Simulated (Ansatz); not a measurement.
# Geometry relaxation, with input and output: AlN (part 1 of 3)

System: AlN (slab, 32 atoms in the cell).
Method: DFT PBE+D3(BJ), scalar-relativistic, plane waves, PAW, no spin polarisation (Ansatz 0.2.0).

The structure derives from an entry of the Crystallography Open Database. The input holds or restrains some coordinates. Forces given for the steps count only the free coordinates. It belongs to a series of runs on one base structure; here: clean slab, lower half held.

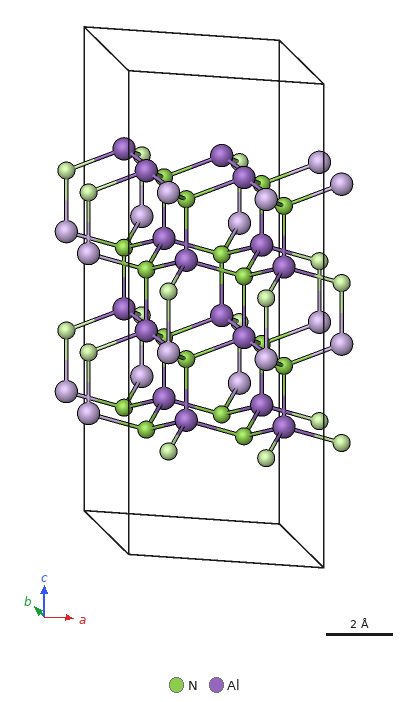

**Figure 1.** The input geometry (ball-and-stick view of the cell of the calculation, with the vacuum cut short, seen slightly off an axis; neighbours outside the cell are drawn fainter). An atom can appear more than once, as a periodic image. Near neighbours in the periodic cell (some may lie outside the picture): N has 3 Al at 1.89 Å; Al has 4 N at 1.89 to 1.90 Å; N has 4 Al at 1.89 to 1.90 Å; Al has 3 N at 1.89 Å.

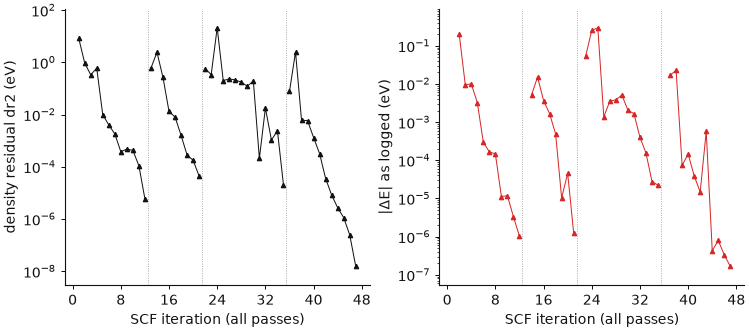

**Figure 2.** Convergence of the self-consistent field: density residual dr2 and size of the energy change against the SCF iteration. The dotted lines part the SCF passes of the relaxation: geometry steps, rejected trials and re-solves on a re-selected basis. The passes take 12, 9, 14 and 12 iterations.

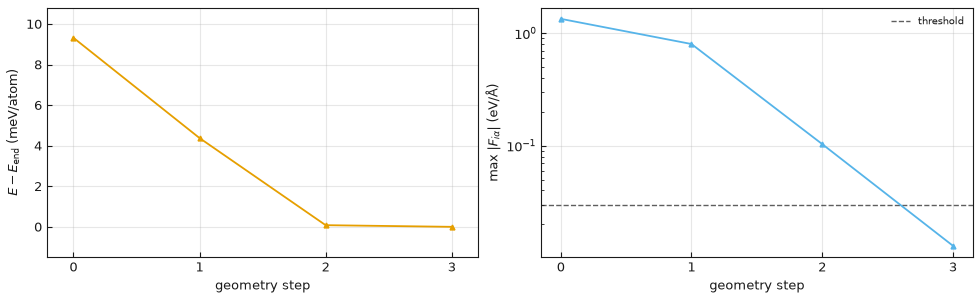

**Figure 3.** Progress of the restrained relaxation, step by step (the first geometry is step 0 here and step 1 in the log).

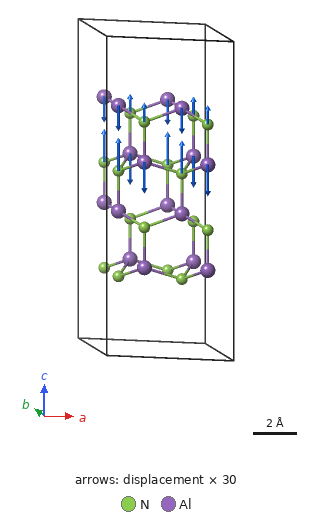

**Figure 4.** The starting structure with the displacements as blue arrows, magnified 30 times (ball-and-stick view of the cell of the calculation, with the vacuum cut short, seen slightly off an axis). The energy falls by 9.3 meV per atom in 3 geometry steps. Largest force component: 1.3 eV/Å at the start, 0.013 eV/Å at the end. The largest moves, 0.052 Å, are those of N17, N18, N19 and N20. By element the largest moves are N 0.052 Å, Al 0.050 Å. The lattice vectors keep their values. Among the contacts that change: Al21–N25 1.901 → 1.981 Å, Al13–N17 1.901 → 1.954 Å, N17–Al21 1.889 → 1.860 Å, N25–Al29 1.889 → 1.868 Å. Among the angles that change: N18–Al24–N28 108.1° → 105.1°, Al15–N19–Al21 108.1° → 105.1°, Al23–N27–Al29 108.1° → 106.1°. (Atoms are counted from 1 in the order of the input.)

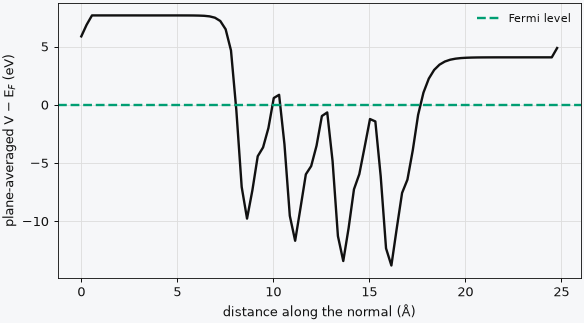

**Figure 5.** Plane average of the electrostatic potential energy of an electron across the cell, from the Fermi level. The vacuum level lies 4.08 eV above the Fermi level on the upper side and 7.68 eV on the lower.

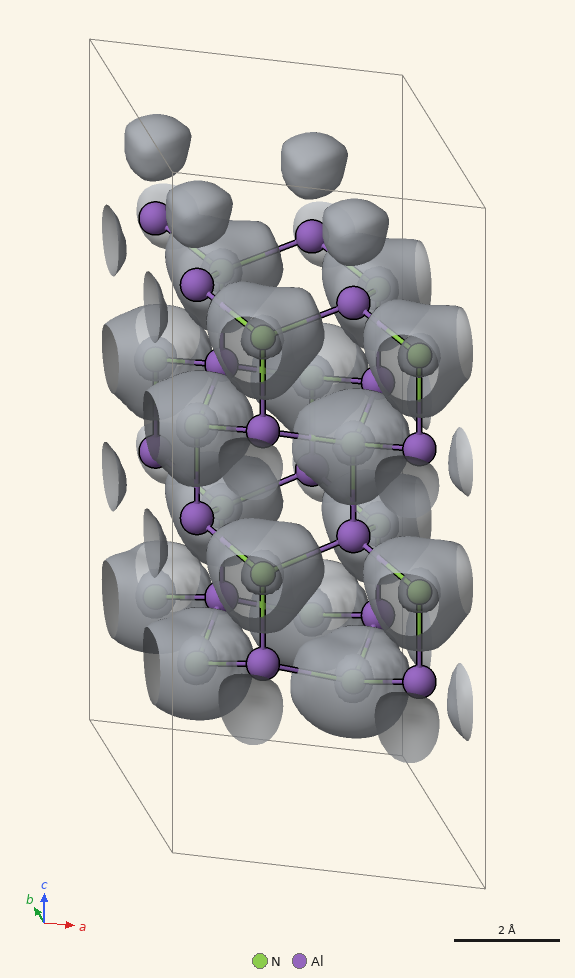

**Figure 6.** Isosurface of the ELF at 0.65 (grey), seen at an oblique angle. Only the valence region is drawn (cores and ρ < 0.01 e/Å³ removed). Sticks mark near contacts. Values along the shortest contacts: Al–N (1.86 Å): the ELF is about 0.85 at the midpoint. Al–N (1.90 Å): the ELF is about 0.85 at the midpoint. The fields are those of the smooth PAW valence density.

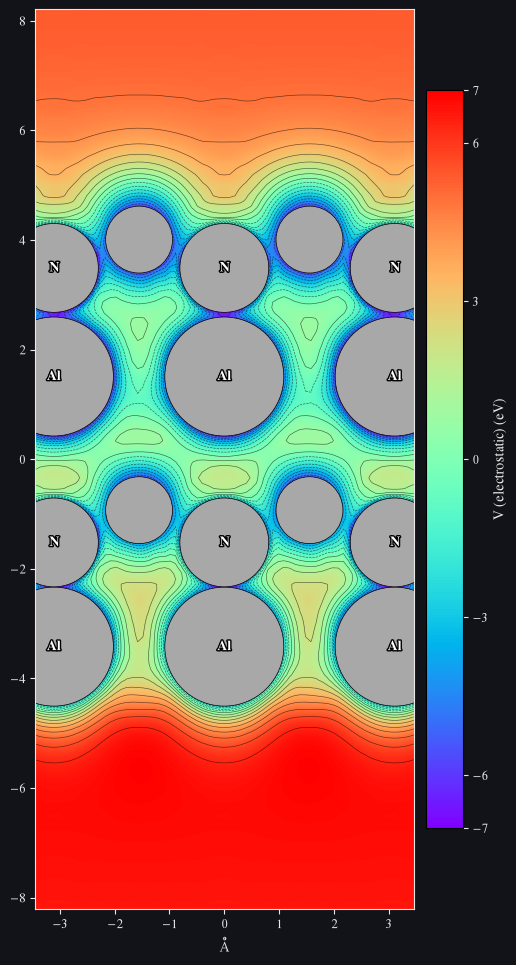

**Figure 7.** Electrostatic potential energy of an electron on the (100) plane of the calculation cell, a cut from vacuum to vacuum. Grey discs, where drawn, cover atomic cores. Atoms in the plane: Al and N.

The input and output of the run follow.

**The input**
```yaml
crystal:
  lattice:
    - [6.2188310357, 0.0, 0.0]
    - [-3.1094155179, 5.3856656588, 0.0]
    - [0.0, 0.0, 25.0562460798]
  atoms:
    - { symbol: "N", position: [0.1666666667, 0.3333333333, 0.3392367705] }
    - { symbol: "N", position: [0.1666666667, 0.8333333333, 0.3392367705] }
    - { symbol: "N", position: [0.6666666667, 0.3333333333, 0.3392367705] }
    - { symbol: "N", position: [0.6666666667, 0.8333333333, 0.3392367705] }
    - { symbol: Al, position: [0.3333333333, 0.1666666667, 0.3627067361] }
    - { symbol: Al, position: [0.3333333333, 0.6666666667, 0.3627067361] }
    - { symbol: Al, position: [0.8333333333, 0.1666666667, 0.3627067361] }
    - { symbol: Al, position: [0.8333333333, 0.6666666667, 0.3627067361] }
    - { symbol: "N", position: [0.3333333333, 0.1666666667, 0.4385889349] }
    - { symbol: "N", position: [0.3333333333, 0.6666666667, 0.4385889349] }
    - { symbol: "N", position: [0.8333333333, 0.1666666667, 0.4385889349] }
    - { symbol: "N", position: [0.8333333333, 0.6666666667, 0.4385889349] }
    - { symbol: Al, position: [0.1666666667, 0.3333333333, 0.4620589006] }
    - { symbol: Al, position: [0.1666666667, 0.8333333333, 0.4620589006] }
    - { symbol: Al, position: [0.6666666667, 0.3333333333, 0.4620589006] }
    - { symbol: Al, position: [0.6666666667, 0.8333333333, 0.4620589006] }
    - { symbol: "N", position: [0.1666666667, 0.3333333333, 0.5379410994] }
    - { symbol: "N", position: [0.1666666667, 0.8333333333, 0.5379410994] }
    - { symbol: "N", position: [0.6666666667, 0.3333333333, 0.5379410994] }
    - { symbol: "N", position: [0.6666666667, 0.8333333333, 0.5379410994] }
    - { symbol: Al, position: [0.3333333333, 0.1666666667, 0.5614110651] }
    - { symbol: Al, position: [0.3333333333, 0.6666666667, 0.5614110651] }
    - { symbol: Al, position: [0.8333333333, 0.1666666667, 0.5614110651] }
    - { symbol: Al, position: [0.8333333333, 0.6666666667, 0.5614110651] }
    - { symbol: "N", position: [0.3333333333, 0.1666666667, 0.6372932639] }
    - { symbol: "N", position: [0.3333333333, 0.6666666667, 0.6372932639] }
    - { symbol: "N", position: [0.8333333333, 0.1666666667, 0.6372932639] }
    - { symbol: "N", position: [0.8333333333, 0.6666666667, 0.6372932639] }
    - { symbol: Al, position: [0.1666666667, 0.3333333333, 0.6607632295] }
    - { symbol: Al, position: [0.1666666667, 0.8333333333, 0.6607632295] }
    - { symbol: Al, position: [0.6666666667, 0.3333333333, 0.6607632295] }
    - { symbol: Al, position: [0.6666666667, 0.8333333333, 0.6607632295] }
basis:
  ecutwfc: 420
kpoints:
  mp_grid: { grid: [6, 6, 1] }
hamiltonian:
  xc: pbe
  dispersion: d3bj
scf:
  occupations: { method: gaussian, width: 0.05 }
output:
  forces: true
  eigenvalues: true
  write_density: true
  write_potential: true
  elf: true
  volumetric_format: npy
relax:
  adjacent_minimum: "off"
  f_tol: 0.03
  max_steps: 70
  constraints: [{ sites: [0, 1, 2, 3, 4, 5, 6, 7, 8, 9, 10, 11, 12, 13, 14, 15] }]
efield:
  axis: 3
  dipole_correction: true
  ramp_width: 0.04
```

Launch command:
```bash
ansatz run input.yaml --threads 4 --pin off --max-ram 10240MiB --backend cpu --events-out ev --progress --plain --runs-dir out
```

**Output**
```
Engine: ansatz 0.2.0, aarch64-unknown-linux-gnu
Pseudopotentials: kind: paw
Pseudopotential: N, paw, valence charge 5, recommended cutoff 420 eV (normal), N.paw.azcp
Pseudopotential: Al, paw, valence charge 3, recommended cutoff 420 eV (normal), Al.paw.azcp
Functional definition: PBE
  parameter kappa = 0.804
  parameter beta = 0.06672455060314922
  exchange = pbe_x(kappa = kappa, mu = beta*pi^2/3)
  correlation = pbe_c(beta = beta)
Crystal: 32 atoms, lattice volume = 839.197 Å³
Basis set: ecut = 420 eV, 16445 PW (Γ), exchange–correlation on 90×90×360 points (8 copies of the dense FFT grid, shifted against one another)
Bands: 96, of which v1, the nominal top of the filled ones, is band 64 counted from 1 (63 counted from 0)
Symmetry: 24 space group operations
Space group: P3m1 (ITA 156), of the structure as read, at distance tolerance 9.4e-5 Å
k-points: 7 of 36 (time reversal used)
Non-local potential: N, projectors of the file, l = 0: 2, l = 1: 2, l = 2: 1
Non-local potential: Al, projectors of the file, l = 0: 2, l = 1: 2, l = 2: 1
PAW form: soft (Blöchl's): semilocal exchange-correlation on the pseudo side does not see the compensation charge
PAW one-centre angular grid: N, 110 points (default); XC on 64 Gauss nodes
PAW one-centre angular grid: Al, 110 points (default); XC on 64 Gauss nodes
Initial density: superposition of atomic densities (neutral atoms: chi_scale 0, normalization atom), corrected by the library's trained network
Initial wavefunctions: pseudopotential atomic-orbital guess
Functional: x = pbe(κ = 0.804, μ = 0.2195149727645171), c = pbe(β = 0.06672455060314922)
SCF iter   1: F=—  HF=-14779.384760 eV  |F-HF|=—  |Δ(HF+E_count)|=         —  Δρ=7.77e-3  dr2=8.54e0  ethr=1.77e-3  p=0.561 e·Å  D=1.21e-1 V/Å  ΔV_dip=-3.03 eV  dr2_dipole=5.29e0  V_vac-E_F(+/−)=4.29/7.32 eV  ⟨swp⟩=11.3  Hψ=4476  notcnv=0  defer=95
efield: sawtooth ramp at fractional position 0.9800 (placed from the atoms, in the widest stretch of the axis that holds none; the zero of the levels goes with the place), width 0.0400; the density the first Hamiltonian is built on has a dipole p = 0.561 e·Å; the dipole correction subtracts the counter field D = 1.21e-1 V/Å, which shifts the + side's vacuum level by -3.03 eV against the − side's; the planar-averaged density in the ramp window peaks in size at 2.9e-5 e/Å³
preconditioner: auto → LDOS  [metal: Δε(μ)=0.008 eV  Ē_g=11.624 eV  σ=0.050 eV  W_gap=0.09  n_scr=92 (ndim 8)  ℏωp=14.5 eV  f_vac=0.521  D(μ)=24.69/eV (n_scr^D=162)  β→1.0]
SCF iter   2: F=—  HF=-14779.186173 eV  |F-HF|=—  |Δ(HF+E_count)|=   1.99e-1  Δρ=5.93e-3  dr2=9.43e-1  ethr=1.77e-3  p=0.570 e·Å  D=1.23e-1 V/Å  ΔV_dip=-3.08 eV  dr2_dipole=5.86e-1  V_vac-E_F(+/−)=4.31/7.39 eV  ⟨swp⟩=2.0  Hψ=797  notcnv=0  defer=131
SCF iter   3: F=—  HF=-14779.176607 eV  |F-HF|=—  |Δ(HF+E_count)|=   9.57e-3  Δρ=4.06e-3  dr2=3.34e-1  ethr=7.37e-4  p=0.601 e·Å  D=1.30e-1 V/Å  ΔV_dip=-3.25 eV  dr2_dipole=1.62e-1  V_vac-E_F(+/−)=4.29/7.54 eV  ⟨swp⟩=1.6  Hψ=530  notcnv=0  defer=160
SCF iter   4: F=—  HF=-14779.166571 eV  |F-HF|=—  |Δ(HF+E_count)|=   1.00e-2  Δρ=1.97e-3  dr2=5.91e-1  ethr=2.61e-4  p=0.606 e·Å  D=1.31e-1 V/Å  ΔV_dip=-3.27 eV  dr2_dipole=3.46e-1  V_vac-E_F(+/−)=4.28/7.56 eV  ⟨swp⟩=1.7  Hψ=705  notcnv=0  defer=169
SCF iter   5: F=—  HF=-14779.163311 eV  |F-HF|=—  |Δ(HF+E_count)|=   3.26e-3  Δρ=6.92e-4  dr2=9.83e-3  ethr=2.61e-4  p=0.601 e·Å  D=1.30e-1 V/Å  ΔV_dip=-3.25 eV  dr2_dipole=4.46e-3  V_vac-E_F(+/−)=4.30/7.55 eV  ⟨swp⟩=2.0  Hψ=598  notcnv=0  defer=164
SCF iter   6: F=—  HF=-14779.163016 eV  |F-HF|=—  |Δ(HF+E_count)|=   2.95e-4  Δρ=2.96e-4  dr2=3.98e-3  ethr=7.68e-6  p=0.606 e·Å  D=1.31e-1 V/Å  ΔV_dip=-3.27 eV  dr2_dipole=8.83e-4  V_vac-E_F(+/−)=4.30/7.57 eV  ⟨swp⟩=2.0  Hψ=811  notcnv=0  defer=164
SCF iter   7: F=—  HF=-14779.162850 eV  |F-HF|=—  |Δ(HF+E_count)|=   1.66e-4  Δρ=2.16e-4  dr2=1.82e-3  ethr=3.11e-6  p=0.607 e·Å  D=1.31e-1 V/Å  ΔV_dip=-3.28 eV  dr2_dipole=3.65e-4  V_vac-E_F(+/−)=4.30/7.58 eV  ⟨swp⟩=1.4  Hψ=540  notcnv=0  defer=164
SCF iter   8: F=—  HF=-14779.162997 eV  |F-HF|=—  |Δ(HF+E_count)|=   1.46e-4  Δρ=1.27e-4  dr2=3.77e-4  ethr=1.42e-6  p=0.609 e·Å  D=1.31e-1 V/Å  ΔV_dip=-3.29 eV  dr2_dipole=7.07e-5  V_vac-E_F(+/−)=4.30/7.59 eV  ⟨swp⟩=2.0  Hψ=823  notcnv=0  defer=164
SCF iter   9: F=—  HF=-14779.163008 eV  |F-HF|=—  |Δ(HF+E_count)|=   1.12e-5  Δρ=1.14e-4  dr2=4.73e-4  ethr=2.94e-7  p=0.610 e·Å  D=1.31e-1 V/Å  ΔV_dip=-3.29 eV  dr2_dipole=2.38e-4  V_vac-E_F(+/−)=4.29/7.59 eV  ⟨swp⟩=2.6  Hψ=904  notcnv=0  defer=164
SCF iter  10: F=—  HF=-14779.162996 eV  |F-HF|=—  |Δ(HF+E_count)|=   1.18e-5  Δρ=8.78e-5  dr2=4.24e-4  ethr=2.94e-7  p=0.610 e·Å  D=1.32e-1 V/Å  ΔV_dip=-3.30 eV  dr2_dipole=2.38e-4  V_vac-E_F(+/−)=4.29/7.59 eV  ⟨swp⟩=1.1  Hψ=512  notcnv=0  defer=164
SCF iter  11: F=—  HF=-14779.162993 eV  |F-HF|=—  |Δ(HF+E_count)|=   3.30e-6  Δρ=4.16e-5  dr2=1.09e-4  ethr=2.94e-7  p=0.610 e·Å  D=1.32e-1 V/Å  ΔV_dip=-3.30 eV  dr2_dipole=5.73e-5  V_vac-E_F(+/−)=4.29/7.59 eV  ⟨swp⟩=1.0  Hψ=532  notcnv=0  defer=164
SCF iter  12: F=-14779.162987 eV  HF=-14779.162994 eV  |F-HF|=6.96e-6  |Δ(HF+E_count)|=   1.02e-6  Δρ=1.06e-5  dr2=5.85e-6  ethr=1.76e-8  p=0.610 e·Å  D=1.32e-1 V/Å  ΔV_dip=-3.30 eV  dr2_dipole=2.11e-6  V_vac-E_F(+/−)=4.29/7.59 eV  ⟨swp⟩=30.7  Hψ=9027  notcnv=0
SCF 1 converged in 12 iterations: F = -14779.162987 eV  dr2 = 5.85e-6
  greatest PAW one-centre occupation: 0.801 electrons in one spin orbital (limit 2), on the N atom at site 3 (counted from 0), in its partial waves of l = 0
relax step   1: F+E_penalty+E_count = -14779.16298676 eV  Δ(F+E_penalty+E_count) = +0.000e0 eV  max|allowed force component| = 1.344e0 eV/Å  Δτ_max = 0.0000 Å  (12 SCF iters, dr2 threshold 2.25e-5 eV, accepted)
Initial density: handed on by an earlier stage of this run
Initial wavefunctions: those handed on with the density
iter 1 solved again at ethr=4.70e-4 eV; its pass at ethr=3.10e-3 eV (dr2=6.01e-1 eV) is discarded
```
